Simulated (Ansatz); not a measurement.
Consider W.

The calculation's input:

```
crystal:
  lattice:
    - [5.0019878165, 0.0, 0.0]
    - [0.0, 5.0019878165, 0.0]
    - [0.0, 0.0, 5.0019878165]
  atoms:
    - { symbol: W, position: [0.0, 0.0, 0.0] }
    - { symbol: W, position: [0.5, 0.5, 0.5] }
    - { symbol: W, position: [0.0, 0.5, 0.25] }
    - { symbol: W, position: [0.0, 0.5, 0.75] }
    - { symbol: W, position: [0.25, 0.0, 0.5] }
    - { symbol: W, position: [0.75, 0.0, 0.5] }
    - { symbol: W, position: [0.5, 0.75, 0.0] }
    - { symbol: W, position: [0.5, 0.25, 0.0] }
basis:
  ecutwfc: 500
kpoints:
  mp_grid: { grid: [8, 8, 8] }
hamiltonian:
  xc: r2scan
scf:
  occupations: { method: gaussian, width: 0.1 }
output:
  forces: true
  stress: true
  eigenvalues: true
  write_density: true
  write_potential: true
  elf: true
  volumetric_format: npy
```

Run with:

```sh
ansatz run input.yaml --threads 2 --pin off --max-ram 5120MiB --backend cpu --events-out ev --progress --plain --runs-dir out
```

Below, planes, directions and counts refer to the conventional cell (a = 5.00 Å, b = 5.00 Å, c = 5.00 Å, α = 90.00°, β = 90.00°, γ = 90.00°).

Space group Pm-3n; changed on purpose from its base cell (volume × 0.97); computed pressure about 10 GPa in this cell.

These are results of DFT r2SCAN, scalar-relativistic, plane waves, PAW (Ansatz), not measurements.

Q: What can the converged valence pseudo-density and electron localisation function tell about the bonding?

A: W–W (2.50 Å): ρ at the midpoint is about 0.62 e/Å³; the ELF is about 0.35 at the midpoint.
W–W (2.80 Å): ρ is about 0.39 e/Å³ halfway; the ELF is about 0.35 at the midpoint.

Q: Does the calculation give a band gap?

A: It is metallic or semimetallic at this level of theory: no gap opens.

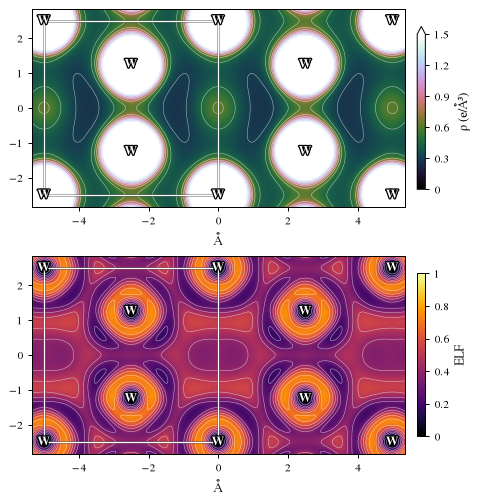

Computed valence pseudo-density and electron localisation function on the (010) plane of the conventional cell, in this order. 

In a PAW calculation such maps are meaningful between the atoms, not at the nuclei.
